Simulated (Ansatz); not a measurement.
Consider Cd.

```
Cd
1.0
     2.96178    0.00000    0.00000
    -1.48089    2.56498    0.00000
     0.00000    0.00000    5.79703
Cd
2
Direct
  0.33333 0.66667 0.25000
  0.66667 0.33333 0.75000
```

Space group P6₃/mmc.

These are results of Ansatz, DFT r2SCAN, scalar-relativistic, plane waves, PAW, not measurements.

What can the converged valence pseudo-density and electron localisation function tell about the bonding?

Answer. Cd–Cd (2.96 Å): ρ is about 0.2 e/Å³ halfway; the ELF is about 0.25 at the midpoint; no localised pair shows between them.

Metal or insulator at this level of theory?

Answer. It is metallic or semimetallic at this level of theory: no gap opens.

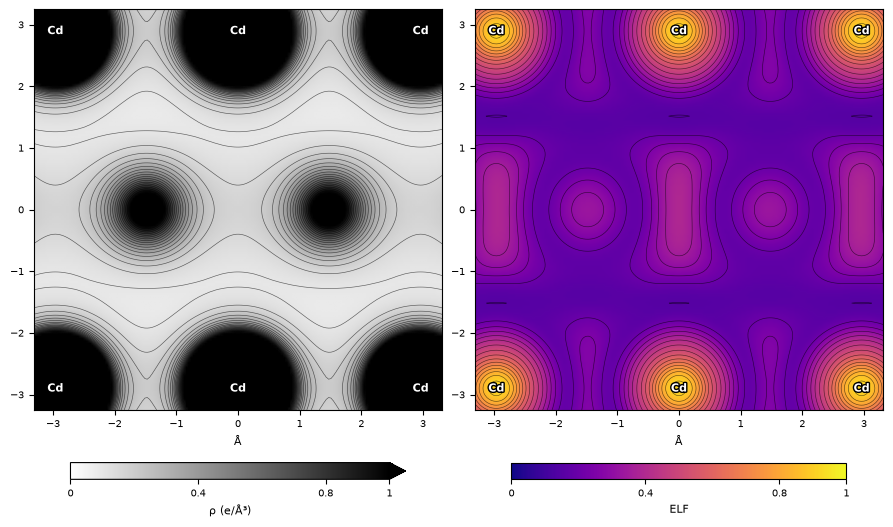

Computed valence pseudo-density and electron localisation function on the (010) plane of the conventional cell, in this order. Atoms just off the plane (Cd, 0.9 Å away) can leave unmarked features too.
